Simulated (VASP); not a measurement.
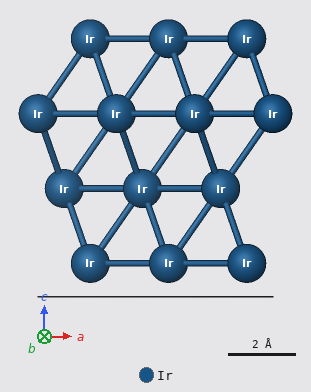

Starting structure of a slab of composition Ir. Style: ball-and-stick. Shown: the 3 × 3 repeat of the cell, outlined in the plane, without the vacuum, along the b axis.

The run lets the atoms move in a fixed cell.

Level of theory: Kohn-Sham DFT of a periodic cell, PBE, VASP PAW PBE potentials, recommended (VASP).

Input file:
```
PREC     = Accurate       # precision mode
ENCUT    = 520            # plane-wave cutoff, eV
EDIFF    = 1E-6           # SCF threshold, eV
ISMEAR   = 1              # smearing method
SIGMA    = 0.1            # smearing width, eV
LREAL    = F              # projectors in reciprocal space
LASPH    = T              # aspherical terms in the spheres
NELM     = 120            # most SCF steps
ALGO     = Normal         # electronic algorithm
ISIF     = 2              # what is computed and relaxed
LWAVE    = F              # write WAVECAR
LCHARG   = F              # write CHGCAR
LDIPOL   = T            
IDIPOL   = 3            
DIPOL    = 0.5 0.5 0.500
GGA      = PE             # functional
IBRION   = 2              # ionic algorithm
NSW      = 90             # ionic steps
EDIFFG   = -0.02          # ionic threshold
KPAR     = 2
```

Command:
```bash
cat potpaw_PBE.64/Ir/POTCAR > POTCAR
mpirun -np 2 vasp_std > vasp.out
```

The structure:
```
Ir
1.0
     2.71935    0.00000    0.00000
    -1.35967    2.35502    0.00000
     0.00000    0.00000   28.00642
Ir
4
Direct
  0.66667 0.33333 0.37928
  0.33333 0.66667 0.45976
  0.00000 0.00000 0.54024
  0.66667 0.33333 0.62072
```

> Predict the outcome.

The largest moves relative to the layer's centre, 0.066 Å, are those of Ir atoms. The cell doesn't change. Near-neighbour distances that change, for instance: Ir–Ir 2.747 → 2.706 Å. The energy falls by 33.4 meV per cell of the calculation in 6 geometry steps. The largest force component goes from 0.5 to 0.015 eV/Å.

The end point in the same view:

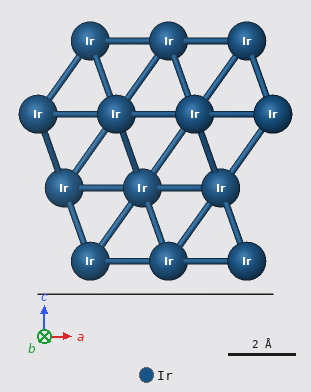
